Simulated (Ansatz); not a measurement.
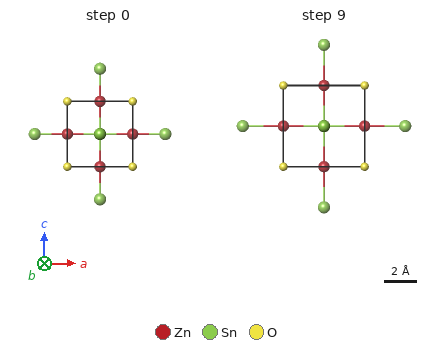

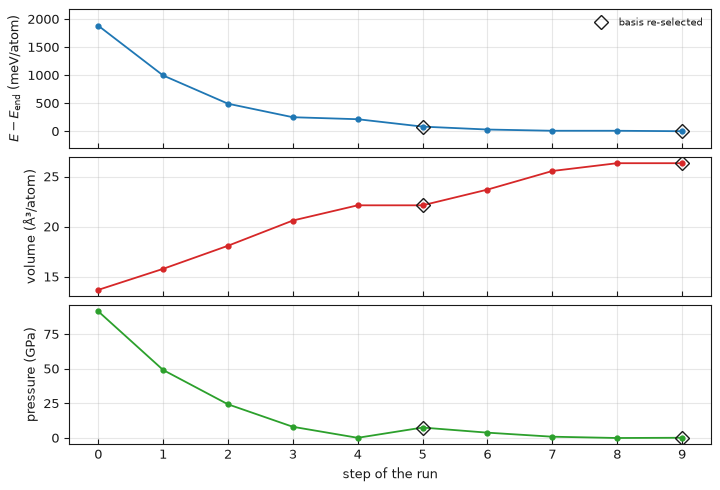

First and last geometry of a relaxation of crystalline Zn3SnO (a generated structure, set up in Pm-3m) (coarse preliminary run), with the history of the run. Style: ball-and-stick. Shown: the cell of the calculation, along the b axis.

Theory: DFT PBE, scalar-relativistic, plane waves, PAW in Ansatz 0.2.0. (plane-wave cutoff 420 eV; k-point mesh 4 × 4 × 4; occupations gaussian; smearing width 0.1 eV; no spin polarisation; cell and atoms relaxed; force threshold 0.04 eV/Å; at most 70 steps)

Question: Read the history and describe the run.

Answer: It converged. No atom moves by more than 0.005 Å relative to the cell. The drawn cell changes as follows: a = b = c 4.090 → 5.087 Å (+24.4 %); the volume changes by +92.4 %. Among the contacts that change: Sn–Zn 2.045 → 2.544 Å. The space group stays Pm-3m (No. 221). After 7 accepted moves (9 points after the start) the energy has fallen by 1882 meV per atom. All forces vanish by symmetry, so only the cell relaxes. The pressure goes from 91.47 to 0.10 GPa. At 2 points the geometry stayed and the basis and grid were re-selected for the new cell (energy shift of 132 meV per atom at most each time). The run took 52 s on 1 thread of AMD EPYC (Zen 3), on a shared host, peak memory 0.44 GiB.

| step | E − E(0), meV/atom | pressure, GPa | volume, Å³/atom | note |
| --- | --- | --- | --- | --- |
| 0 | 0.00 | 91.47 | 13.683 |  |
| 1 | -887.59 | 49.09 | 15.784 |  |
| 2 | -1391.43 | 24.27 | 18.089 |  |
| 3 | -1632.59 | 8.02 | 20.608 |  |
| 4 | -1668.04 | 0.07 | 22.126 |  |
| 5 | -1799.95 | 7.47 | 22.126 | same geometry, new basis |
| 6 | -1851.81 | 3.79 | 23.695 |  |
| 7 | -1873.96 | 0.86 | 25.553 |  |
| 8 | -1874.15 | -0.07 | 26.331 |  |
| 9 | -1882.05 | 0.10 | 26.331 | same geometry, new basis |

Limits of the set-up: the k-point mesh is coarse for a cell with partly filled bands.
